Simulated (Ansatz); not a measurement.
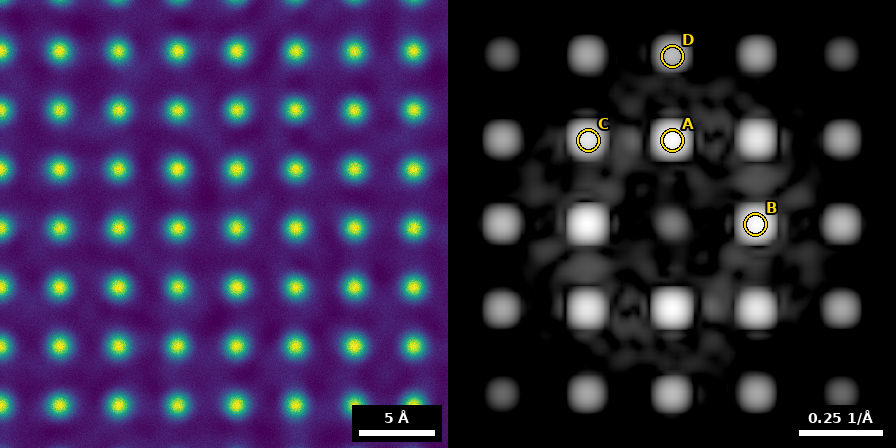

HAADF-like image of Rb (Im-3m, No. 229) along [001]. The image is simulated as a sum over atoms of Z^1.7, blurred by a 1.30 Å probe (no channelling). The probe carries 25 % of its weight in a tail 2.5 times as wide. Shot noise and the speckle of an amorphous layer were added. Structure used: a calculation's starting geometry.

The right panel is the modulus of the image's Fourier transform on a logarithmic scale.

a = 5.590 Å, b = 5.590 Å, c = 5.590 Å, α = 90.00°, β = 90.00°, γ = 90.00°

Question: Index the marked spots and give their plane spacings (the zone axis points at the viewer; indices equivalent by symmetry, or all signs reversed, are as good).

Answer: A: (-1 -1 0), d = 3.95 Å; B: (-1 1 0), d = 3.95 Å; C: (0 -2 0), d = 2.79 Å; D: (-2 -2 0), d = 1.98 Å. A and B enclose 90°, and every spot obeys the zone law hu + kv + lw = 0 for [001].
